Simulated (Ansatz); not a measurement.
## Run report: FeO, geometry relaxation (part 2 of 2)

Continued. System: FeO (F222, 4 atoms in the cell). Method: DFT PBE+U, scalar-relativistic, plane waves, PAW, Ueff = 4 eV on Fe d (Ansatz 0.2.0); cutoff 420 eV, 10×10×5 k-mesh, Gaussian smearing of 0.05 eV, collinear spins. The structure was built on a prototype by a generator; it need not be a known phase. The run did not end well. It belongs to a series of runs on one base structure; here: volume × 0.980.

Geometry of the input (Å; fractional positions):
```
0.0000  2.3568  2.5083
4.2520  2.3568  2.5083
4.2520  4.7137  0.0000
Fe 0.0000  0.0000  0.0000
O  0.2500  0.2500  -0.0000
Fe 0.0000  -0.0000  0.5000
O  0.2500  0.2500  0.5000
```

## Output, continued
```
relax step   6: F+E_penalty+E_count = -10092.20370638 eV  Δ(F+E_penalty+E_count) = -5.873e-4 eV  max|allowed force component| = 2.405e-4 eV/Å  Δτ_max = 0.0000 Å  P = +1.851 GPa  Ω = 50.274 Å³  fix = [volume]  reactions: volume +1.851 GPa  stress off target by 1.34e-1 GPa on what of the cell is left free  SCF on the basis re-selected at this cell (its energy is not comparable with the rows above)  (13 SCF iters)
basis re-selected at this cell: Δ(F+E_penalty+E_count) = -5.873e-4 eV, ΔP = +0.016 GPa vs the last step (what re-selecting the basis moved, of the pressure what is left beyond the Pulay correction that the steps carried, after the strain that the cell walked since its last selection, with what the two solves' SCF thresholds leave and, on support functions, any second-order correction that the steps lacked; it is no measure of the basis error at this ecutwfc). This SCF's stress stands 1.34e-1 GPa from its target on what of the cell is left free (relax.cell.stress_tol is 1.00e-1 GPa) and its largest allowed force component is 2.40e-4 eV/Å (relax.f_tol is 1.00e-2 eV/Å): not within both, so this SCF does not close the relaxation
iter 1 solved again at ethr=6.25e-7 eV; its pass at ethr=3.10e-3 eV (dr2=2.75e-4 eV) is discarded
SCF iter   1: F=—  HF=-10092.203338 eV  |F-HF|=—  |Δ(HF+E_count)|=         —  Δρ=9.90e-4 (↑9.90e-4 ↓9.90e-4)  dr2=2.79e-4  dr2_m=2.00e-4  M=0.000 μB ∫|m|=7.449 μB  β_m=0.30  ethr=6.25e-7  ⟨swp⟩=2.2  Hψ=30692  notcnv=0
preconditioner: auto → Resta (q_TF=auto, 2.668 Å⁻¹)  ε∞=6.4  [insulator: Δε(μ)=0.676 eV  Ē_g=11.926 eV  σ=0.050 eV  W_gap=1.00  n_scr=18 (ndim 8)  ℏωp=27.7 eV  f_vac=0.022  D(μ)=0.00/eV (n_scr^D=0)  ε∞_Penn≈6.4]
spin=Collinear: Resta preconditioning applied to the charge; magnetization (m = ρ↑ − ρ↓) channel mixes plain (no charge-response kernel on spin).
SCF iter   2: F=—  HF=-10092.203574 eV  |F-HF|=—  |Δ(HF+E_count)|=   2.36e-4  Δρ=6.95e-4 (↑6.94e-4 ↓6.95e-4)  dr2=1.10e-4  dr2_m=1.06e-4  M=0.000 μB ∫|m|=7.449 μB  β_m=0.58  ethr=6.25e-7  ⟨swp⟩=2.2  Hψ=7997  notcnv=0
SCF iter   3: F=—  HF=-10092.203864 eV  |F-HF|=—  |Δ(HF+E_count)|=   2.90e-4  Δρ=1.68e-4 (↑1.68e-4 ↓1.68e-4)  dr2=1.97e-5  dr2_m=3.79e-6  M=0.000 μB ∫|m|=7.449 μB  β_m=0.57  ethr=2.51e-7  ⟨swp⟩=2.0  Hψ=9672  notcnv=0
SCF iter   4: F=—  HF=-10092.203875 eV  |F-HF|=—  |Δ(HF+E_count)|=   1.15e-5  Δρ=4.16e-5 (↑4.16e-5 ↓4.16e-5)  dr2=1.86e-6  dr2_m=9.61e-8  M=0.000 μB ∫|m|=7.449 μB  β_m=0.64  ethr=4.48e-8  ⟨swp⟩=2.0  Hψ=8556  notcnv=0
SCF iter   5: F=—  HF=-10092.203876 eV  |F-HF|=—  |Δ(HF+E_count)|=   8.15e-7  Δρ=1.76e-5 (↑1.76e-5 ↓1.76e-5)  dr2=3.00e-7  dr2_m=2.00e-8  M=0.000 μB ∫|m|=7.449 μB  β_m=0.75  ethr=4.23e-9  ⟨swp⟩=2.4  Hψ=7879  notcnv=0
SCF iter   6: F=—  HF=-10092.203876 eV  |F-HF|=—  |Δ(HF+E_count)|=   2.84e-7  Δρ=3.41e-6 (↑3.41e-6 ↓3.41e-6)  dr2=1.79e-8  dr2_m=5.17e-10  M=0.000 μB ∫|m|=7.449 μB  β_m=0.88  ethr=6.82e-10  ⟨swp⟩=2.0  Hψ=7996  notcnv=0
SCF iter   7: F=—  HF=-10092.203876 eV  |F-HF|=—  |Δ(HF+E_count)|=   2.08e-8  Δρ=8.53e-7 (↑8.41e-7 ↓8.53e-7)  dr2=1.45e-9  dr2_m=1.07e-11  M=0.000 μB ∫|m|=7.449 μB  β_m=0.88  ethr=4.08e-11  ⟨swp⟩=2.0  Hψ=16510  notcnv=0
Mixer restart at iter 7: flushing history
SCF iter   8: F=—  HF=-10092.203876 eV  |F-HF|=—  |Δ(HF+E_count)|=         —  Δρ=9.11e-7 (↑9.01e-7 ↓9.11e-7)  dr2=1.57e-9  dr2_m=2.75e-11  M=0.000 μB ∫|m|=7.449 μB  β_m=0.88  ethr=3.28e-12  ⟨swp⟩=1.0  Hψ=5766  notcnv=0
SCF iter   9: F=—  HF=-10092.203901 eV  |F-HF|=—  |Δ(HF+E_count)|=   2.43e-5  Δρ=8.96e-5 (↑8.91e-5 ↓8.96e-5)  dr2=1.81e-6  dr2_m=1.84e-6  M=0.000 μB ∫|m|=7.449 μB  β_m=0.76  ethr=3.28e-12  ⟨swp⟩=4.0  Hψ=15236  notcnv=0
SCF iter  10: F=—  HF=-10092.203912 eV  |F-HF|=—  |Δ(HF+E_count)|=   1.18e-5  Δρ=1.01e-4 (↑1.00e-4 ↓1.01e-4)  dr2=2.51e-6  dr2_m=2.32e-6  M=0.000 μB ∫|m|=7.449 μB  β_m=0.09  ethr=3.28e-12  ⟨swp⟩=3.0  Hψ=13950  notcnv=0
SCF iter  11: F=—  HF=-10092.203913 eV  |F-HF|=—  |Δ(HF+E_count)|=   5.50e-7  Δρ=6.87e-5 (↑6.83e-5 ↓6.87e-5)  dr2=1.25e-6  dr2_m=1.08e-6  M=0.000 μB ∫|m|=7.449 μB  β_m=0.04  ethr=3.28e-12  ⟨swp⟩=3.0  Hψ=13950  notcnv=0
SCF iter  12: F=—  HF=-10092.203918 eV  |F-HF|=—  |Δ(HF+E_count)|=   5.14e-6  Δρ=5.59e-5 (↑5.56e-5 ↓5.59e-5)  dr2=8.76e-7  dr2_m=7.13e-7  M=0.000 μB ∫|m|=7.449 μB  β_m=0.06  ethr=3.28e-12  ⟨swp⟩=3.0  Hψ=13950  notcnv=0
SCF iter  13: F=—  HF=-10092.203938 eV  |F-HF|=—  |Δ(HF+E_count)|=   2.00e-5  Δρ=4.78e-5 (↑4.75e-5 ↓4.78e-5)  dr2=5.10e-7  dr2_m=5.22e-7  M=0.000 μB ∫|m|=7.449 μB  β_m=0.14  ethr=3.28e-12  ⟨swp⟩=4.1  Hψ=15711  notcnv=0
SCF iter  14: F=—  HF=-10092.203996 eV  |F-HF|=—  |Δ(HF+E_count)|=   5.78e-5  Δρ=3.59e-5 (↑3.57e-5 ↓3.59e-5)  dr2=2.66e-7  dr2_m=2.94e-7  M=0.000 μB ∫|m|=7.449 μB  β_m=0.50  ethr=3.28e-12  ⟨swp⟩=4.0  Hψ=18042  notcnv=0
SCF iter  15: F=—  HF=-10092.204071 eV  |F-HF|=—  |Δ(HF+E_count)|=   7.53e-5  Δρ=2.86e-5 (↑2.83e-5 ↓2.86e-5)  dr2=2.03e-7  dr2_m=1.85e-7  M=0.000 μB ∫|m|=7.449 μB  β_m=0.69  ethr=3.28e-12  ⟨swp⟩=5.1  Hψ=19266  notcnv=0
SCF iter  16: F=—  HF=-10092.204074 eV  |F-HF|=—  |Δ(HF+E_count)|=   2.86e-6  Δρ=2.12e-5 (↑2.10e-5 ↓2.12e-5)  dr2=1.25e-7  dr2_m=1.01e-7  M=0.000 μB ∫|m|=7.449 μB  β_m=0.85  ethr=3.28e-12  ⟨swp⟩=4.0  Hψ=17759  notcnv=0
SCF iter  17: F=-10092.204075 eV  HF=-10092.204074 eV  |F-HF|=1.52e-8  |Δ(HF+E_count)|=   4.21e-7  Δρ=6.10e-6 (↑6.05e-6 ↓6.10e-6)  dr2=1.56e-8  dr2_m=7.02e-9  M=0.000 μB ∫|m|=7.449 μB  ethr=3.28e-12  ⟨swp⟩=1.8  Hψ=21132  notcnv=0
SCF 7 converged in 17 iterations: F = -10092.204075 eV  dr2 = 1.56e-8
relax step   7: F+E_penalty+E_count = -10092.20407450 eV  Δ(F+E_penalty+E_count) = -3.681e-4 eV  max|allowed force component| = 1.985e-4 eV/Å  Δτ_max = 0.0000 Å  P = +1.672 GPa  Ω = 50.274 Å³  energy of the carried Pulay correction = +3.338e-5 eV  fix = [volume]  reactions: volume +1.672 GPa  (17 SCF iters, dr2 threshold 4.48e-8 eV, accepted)
iter 1 solved again at ethr=5.70e-8 eV; its pass at ethr=3.10e-3 eV (dr2=2.51e-5 eV) is discarded
SCF iter   1: F=—  HF=-10092.203792 eV  |F-HF|=—  |Δ(HF+E_count)|=         —  Δρ=1.15e-4 (↑1.15e-4 ↓1.15e-4)  dr2=7.32e-7  dr2_m=7.97e-9  M=0.000 μB ∫|m|=7.449 μB  β_m=0.30  ethr=5.70e-8  ⟨swp⟩=3.0  Hψ=36857  notcnv=0
```

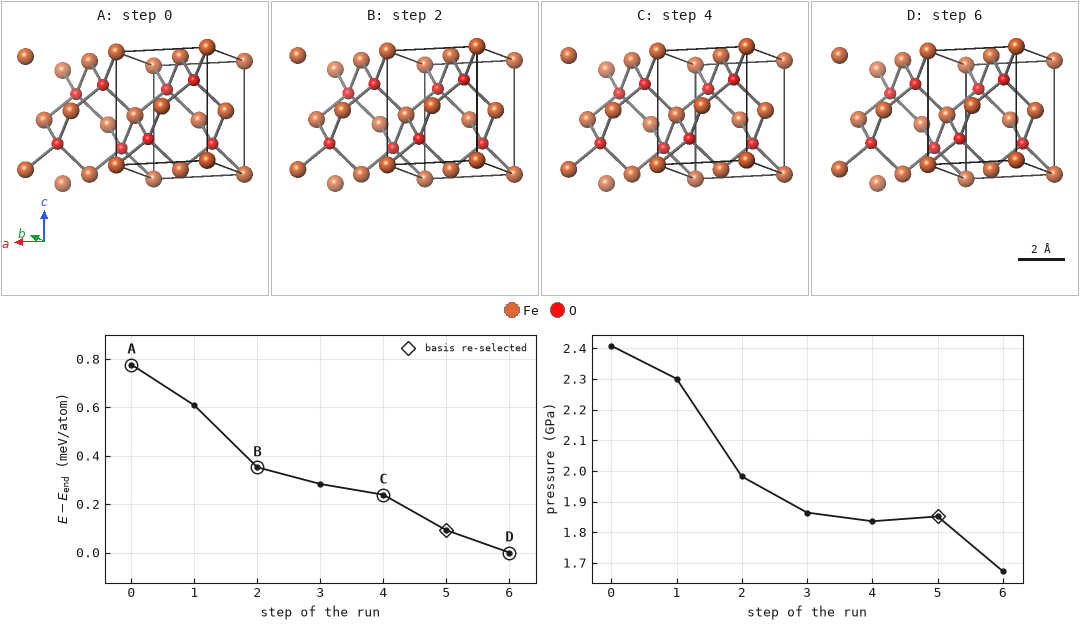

**Figure 1.** Frames of the relaxation (ball-and-stick view of the cell 2 times as large as that of the calculation, set on its symmetry axes, repeated 2 × 1 × 1, seen at an oblique angle) above the curves, on which the letters mark them (the first geometry is step 0 here and step 1 in the log).

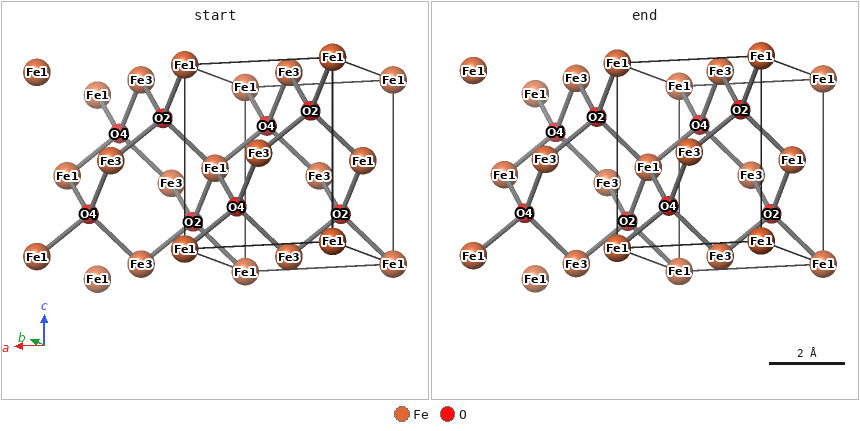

**Figure 2.** Before (left) and after (right) the relaxation, at one scale (ball-and-stick view of the cell 2 times as large as that of the calculation, set on its symmetry axes, repeated 2 × 1 × 1, seen at an oblique angle). The run was cut off at its time limit before the relaxation converged, so the last structure is only a point on the way. No atom moves by more than 0.005 Å relative to the cell. The drawn cell changes at constant volume: a 4.252 → 4.138 Å (−2.7 %), b 4.714 → 4.818 Å (+2.2 %), c 5.017 → 5.043 Å (+0.5 %). Among the contacts that change: Fe1–O2 2.023 → 2.027 Å. Among the angles that change: O2–Fe1–O2 116.6° → 118.6°, Fe1–O2–Fe1 116.6° → 118.6°. The space group stays F222 (No. 22). Over 5 geometry steps the energy falls by 0.8 meV per atom. The pressure goes from 2.41 to 1.67 GPa. The basis was re-selected once at an unchanged geometry, which shifts the energy a little without any move. (Atoms are counted from 1 in the order of the input.)

```
preconditioner: auto → Resta (q_TF=auto, 2.668 Å⁻¹)  ε∞=6.4  [insulator: Δε(μ)=0.684 eV  Ē_g=11.928 eV  σ=0.050 eV  W_gap=1.00  n_scr=18 (ndim 8)  ℏωp=27.7 eV  f_vac=0.022  D(μ)=0.00/eV (n_scr^D=0)  ε∞_Penn≈6.4]
spin=Collinear: Resta preconditioning applied to the charge; magnetization (m = ρ↑ − ρ↓) channel mixes plain (no charge-response kernel on spin).
Step cancelled. What follows is not a result of the run: it is the report of the last solve that finished, which converged after 17 SCF iterations.
Magnetization: 0.0000 μB (22.0000 up, 22.0000 down)
Absolute magnetization: 7.4516 μB (∫|ρ↑−ρ↓|, with the PAW one-centre terms)
Spin contamination: 3.8922 ħ² per cell (⟨S²⟩ above its minimum at these occupations)
Per-site moments (μB) at R_I (Å): [(3.2645776523562966, 0.8363228798878796), (3.2760022017234486e-6, 0.8363228798878796), (-3.2645972566881922, 0.8363310275031088), (3.2760022018518702e-6, 0.8363228798878796)]
Free energy (F): -10092.204075 eV
Harris-Foulkes:  -10092.204074 eV  (|F-HF|=1.52e-8)
Internal energy: -10092.204075 eV  (E = F + TS)
E sigma→0 (E₀):  -10092.204075 eV
Fermi energy:    10.087502 eV
--- Per-component energies (eV) ---
  E_band       = -707.876985
  E_kinetic    = 1028.278063
  E_local      = -6109.435009  (includes V_loc(G=0)·N_el)
  E_nonlocal   = 558.960793
  E_hartree    = 2499.985167
  E_xc         = -374.760626
  E_vxc        = -480.265039  (∫ρ·V_xc dr)
  E_hubbard    = 1.471182  (on-site DFT+U / exact-exchange correction)
  E_vhub       = -22.205993  (the Hubbard potential's part of the band-sum identity)
  E_paw        = -3059.095138  (= ΣΔE_a)
  E_vpaw       = -683.187074  (= ΣTr[D̂ρ^β])
  E_aug_tail   = 0.006203  (compensation charges beyond the density's cutoff)
  E_ewald      = -4637.614711
  E_smearing   = -0.000000  (= −TS)
  E_closure    = -0.000000  (closes the sum)
  Σ components = -10092.204075   (vs F -10092.204075, Δ=0.00e0)
--- Specified on-site occupations, and those of the state reported ---
  electrons in the specified blocks: 12.5683 specified, 12.5744 found
  site 0 (l=d) ↓: largest change of an orbital's occupation 0.0754; electrons 1.3261 specified, 1.3312 found; spectral distance 0.0103
  site 2 (l=d) ↑: largest change of an orbital's occupation 0.0753; electrons 1.3261 specified, 1.3312 found; spectral distance 0.0103
  site 0 (l=d) ↑: largest change of an orbital's occupation 0.0009; electrons 4.9580 specified, 4.9560 found; spectral distance 0.0011
  site 2 (l=d) ↓: largest change of an orbital's occupation 0.0009; electrons 4.9580 specified, 4.9560 found; spectral distance 0.0011
--- Forces (eV/Å), atoms counted from 1 ---
  atom   1  Fe     0.00000000     0.00000000     0.00000000
  atom   2  O      0.00019846     0.00000000     0.00000000
  atom   3  Fe     0.00000000     0.00000000     0.00000000
  atom   4  O     -0.00019846     0.00000000     0.00000000
  max |Σ_I F_I| component: 2.30e-17 eV/Å
--- Stress (GPa, compression-positive) ---
        1.084025       0.000000       0.000000
        0.000000       1.162048      -0.000000
        0.000000      -0.000000       1.115868
  P = ⅓ Tr σ = 1.1206 GPa (11.206 kbar)
--- Band table (eV; the first three rows and the last of 186) ---
  k-point 0 ↑: bands = ["-78.8517", "-74.7401", "-45.7827", "-44.9057", "-44.0038", "-41.1863", "-40.9176", "-40.5491", "-8.6976", "-7.9216", "3.8055", "3.9487", "4.1359", "4.1386", "5.1278", "5.9185", "5.9423", "7.5027", "8.1427", "8.7118", "8.7220", "9.4536", "10.4270", "12.7701", "13.0509", "14.2671", "14.6489", "16.0239", "19.7557", "22.2152", "22.4459"]
  k-point 1 ↑: bands = ["-78.8515", "-74.7399", "-45.7838", "-44.9067", "-44.0035", "-41.1878", "-40.9189", "-40.5489", "-8.5763", "-7.9474", "3.7562", "4.0439", "4.1752", "4.4489", "4.8157", "5.5605", "6.3513", "7.1574", "8.0419", "8.1589", "8.5672", "9.4619", "11.4790", "12.8543", "13.1350", "13.9757", "14.4754", "16.7318", "19.0311", "22.1267", "22.6427"]
  k-point 2 ↑: bands = ["-78.8514", "-74.7397", "-45.7854", "-44.9082", "-44.0030", "-41.1902", "-40.9211", "-40.5486", "-8.3031", "-8.0621", "3.7307", "4.0995", "4.3363", "4.4401", "5.1421", "5.2322", "6.2700", "6.9481", "7.1923", "8.2229", "8.4384", "9.3236", "12.5594", "13.0573", "13.4245", "14.2247", "14.3209", "16.7043", "18.2839", "20.4280", "21.9880"]
  k-point 92 ↓: bands = ["-78.8507", "-74.7398", "-45.7887", "-44.9113", "-44.0026", "-41.1945", "-40.9252", "-40.5474", "-8.0500", "-7.9879", "2.9963", "3.9699", "4.2600", "5.2236", "5.4220", "6.4042", "6.4608", "6.7624", "6.9251", "7.1318", "8.0233", "8.8531", "12.4705", "12.8184", "13.0269", "13.1681", "16.0623", "16.3017", "18.4703", "19.4853", "21.9495"]
End of that report.
Error: SIGTERM received: cancelled by the caller after 1 completed SCF iterations
```

## Trajectory as extended XYZ (Å, eV, eV/Å), 7 frames, from step=1 to step=7
```
4
Lattice="0.0000 2.3568 2.5083 4.2520 2.3568 2.5083 4.2520 4.7137 0.0000" Properties=species:S:1:pos:R:3:forces:R:3 step=1 energy=-10092.20097 pressure_GPa=2.41
Fe    0.0000    0.0000    0.0000    0.0000   0.0000   0.0000
O     1.0630    1.1784    1.2542    0.0000   0.0000   0.0000
Fe    2.1260    2.3568    0.0000    0.0000   0.0000   0.0000
O     3.1890    3.5353    1.2542    0.0000   0.0000   0.0000
4
Lattice="0.0000 2.3596 2.5143 4.2369 2.3596 2.5143 4.2369 4.7192 0.0000" Properties=species:S:1:pos:R:3:forces:R:3 step=2 energy=-10092.20164 pressure_GPa=2.30
Fe    0.0000    0.0000    0.0000    0.0000   0.0000   0.0000
O     1.0592    1.1798    1.2572    0.0000   0.0000   0.0000
Fe    2.1185    2.3596    0.0000    0.0000   0.0000   0.0000
O     3.1777    3.5394    1.2572    0.0000   0.0000   0.0000
4
Lattice="0.0000 2.3726 2.5271 4.1923 2.3726 2.5271 4.1923 4.7453 0.0000" Properties=species:S:1:pos:R:3:forces:R:3 step=3 energy=-10092.20267 pressure_GPa=1.98
Fe    0.0000    0.0000    0.0000    0.0000   0.0000   0.0000
O     1.0481    1.1863    1.2636    0.0000   0.0000   0.0000
Fe    2.0962    2.3726    0.0000    0.0000   0.0000   0.0000
O     3.1442    3.5590    1.2636    0.0000   0.0000   0.0000
4
Lattice="0.0000 2.3832 2.5274 4.1734 2.3832 2.5274 4.1734 4.7664 0.0000" Properties=species:S:1:pos:R:3:forces:R:3 step=4 energy=-10092.20294 pressure_GPa=1.86
Fe    0.0000    0.0000    0.0000    0.0000   0.0000   0.0000
O     1.0433    1.1916    1.2637    0.0000   0.0000   0.0000
Fe    2.0867    2.3832    0.0000    0.0000   0.0000   0.0000
O     3.1300    3.5748    1.2637    0.0000   0.0000   0.0000
4
Lattice="0.0000 2.3933 2.5216 4.1653 2.3933 2.5216 4.1653 4.7865 0.0000" Properties=species:S:1:pos:R:3:forces:R:3 step=5 energy=-10092.20312 pressure_GPa=1.84
Fe    0.0000    0.0000    0.0000    0.0000   0.0000   0.0000
O     1.0413    1.1966    1.2608   -0.0002   0.0000   0.0000
Fe    2.0826    2.3933    0.0000    0.0000   0.0000   0.0000
O     3.1239    3.5899    1.2608    0.0002   0.0000   0.0000
4
Lattice="0.0000 2.3933 2.5216 4.1653 2.3933 2.5216 4.1653 4.7865 0.0000" Properties=species:S:1:pos:R:3:forces:R:3 step=6 energy=-10092.20371 pressure_GPa=1.85
Fe    0.0000    0.0000    0.0000    0.0000   0.0000   0.0000
O     1.0413    1.1966    1.2608   -0.0002   0.0000   0.0000
Fe    2.0826    2.3933    0.0000    0.0000   0.0000   0.0000
O     3.1239    3.5899    1.2608    0.0002   0.0000   0.0000
4
Lattice="0.0000 2.4089 2.5215 4.1385 2.4089 2.5215 4.1385 4.8179 0.0000" Properties=species:S:1:pos:R:3:forces:R:3 step=7 energy=-10092.20407 pressure_GPa=1.67
Fe    0.0000    0.0000    0.0000    0.0000   0.0000   0.0000
O     1.0346    1.2045    1.2607    0.0002   0.0000   0.0000
Fe    2.0692    2.4089    0.0000    0.0000   0.0000   0.0000
O     3.1039    3.6134    1.2607   -0.0002   0.0000   0.0000
```

## What the run reported

```json
{"quantity": "outcome", "value": "stopped at the time limit"}
{"quantity": "space group (tolerance 0.01 Å)", "value": "F222 (22)"}
{"quantity": "final cell", "value": "a = 3.487 Å, b = 5.412 Å, c = 6.351 Å, α = 33.29°, β = 58.40°, γ = 49.88°"}
{"quantity": "wall time", "value": "3.8 min (CPU time 7.5 min)"}
{"quantity": "peak memory", "value": "0.57 GiB"}
```

The run was cut off by its time limit, so the output is incomplete.
